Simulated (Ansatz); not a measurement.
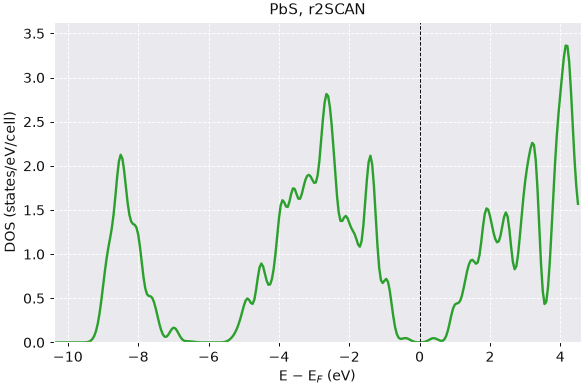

Describe the figure.

Density of states of PbS, space group Fm-3m, 2 atoms in the cell, rocksalt type, hydrostatic strain +1.0%. Ansatz; DFT, r2SCAN, plane waves, PAW, no spin polarisation, 8×8×8 k mesh, 500 eV cutoff. Energies are counted from the Fermi level, put mid-gap where there is a gap. The curve is built from the levels of the k mesh with Gaussians 0.3 eV wide, which also blur the band edges.

There is a gap; over the k points computed it is 0.80 eV (direct among those points). The upper group of valence states starts about 4.9 eV under the valence-band top (which lies at −0.4 eV on this axis), with a gap beneath it; it holds about 6 electrons a cell. Within the window shown, the tallest peak of the filled states lies 2.2 eV under the valence-band top, at about 2.8 states per eV and cell.

Spin-orbit coupling is left out, which matters for Pb.
